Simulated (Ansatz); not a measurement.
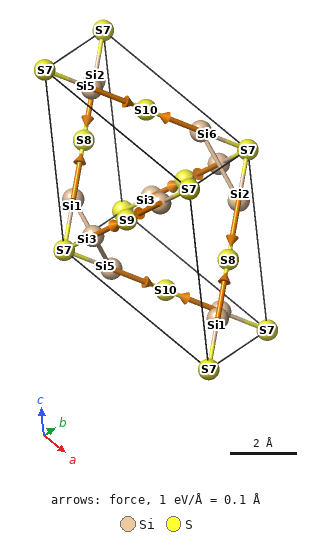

Starting geometry of solid Si₃S₂ (a generated structure, set up in Im-3m) (coarse preliminary run) with the computed forces as orange arrows. The picture is a ball-and-stick view of the cell of the calculation, seen slightly off an axis.

Level of theory: DFT PBE, scalar-relativistic, plane waves, PAW (Ansatz 0.2.0).

Input file:
```yaml
crystal:
  lattice:
    - [-3.66291207, 3.66291207, 3.66291207]
    - [3.66291207, -3.66291207, 3.66291207]
    - [3.66291207, 3.66291207, -3.66291207]
  atoms:
    - { symbol: Si, position: [0.0, 0.23183362, 0.23183362] }
    - { symbol: Si, position: [0.0, 0.76816638, 0.76816638] }
    - { symbol: Si, position: [0.23183362, 0.0, 0.23183362] }
    - { symbol: Si, position: [0.76816638, 0.0, 0.76816638] }
    - { symbol: Si, position: [0.23183362, 0.23183362, 0.0] }
    - { symbol: Si, position: [0.76816638, 0.76816638, 0.0] }
    - { symbol: S, position: [0.0, 0.0, 0.0] }
    - { symbol: S, position: [0.0, 0.5, 0.5] }
    - { symbol: S, position: [0.5, 0.0, 0.5] }
    - { symbol: S, position: [0.5, 0.5, 0.0] }
basis:
  ecutwfc: 420
kpoints:
  mp_grid: { grid: [4, 4, 4] }
hamiltonian:
  xc: pbe
scf:
  occupations: { method: gaussian, width: 0.1 }
  lower_state_search: "off"
output:
  forces: true
  stress: true
  eigenvalues: true
relax:
  adjacent_minimum: "off"
  f_tol: 0.04
  max_steps: 70
  cell: { stress_tol: 0.4 }
```

Run as
```bash
ansatz run input.yaml --threads 1 --pin off --max-ram 2560MiB --backend cpu --events-out ev --progress --plain --runs-dir out
```

Q: Is this structure relaxed? If not, where do the atoms go?

A: It isn't relaxed: the largest force vector, on Si atoms, is 15.47 eV/Å. The atoms end up moving mostly along the starting forces (cosine between the two patterns 1.00). After 7 accepted moves (9 points after the start) the energy has fallen by 2328 meV per atom. The largest force component goes from 15 to 0.031 eV/Å. The pressure goes from 68.63 to −0.06 GPa. At 2 points the geometry stayed and the basis and grid were re-selected for the new cell (energy shift of 22.9 meV per atom at most each time). The largest moves relative to the cell, 0.18 Å, are those of Si1, Si2, Si3, Si4, Si5 and Si6. Si6 goes along [−1 −1 0]. S stays in place. The volume changes by +82.5 %, with a = b = c 6.344 → 7.753 Å (+22.2 %). Near-neighbour distances that change, for instance: Si1–Si3 2.402 → 3.187 Å, Si1–S7 1.698 → 2.254 Å, Si1–S8 1.965 → 2.223 Å. The space group stays Im-3m (No. 229).
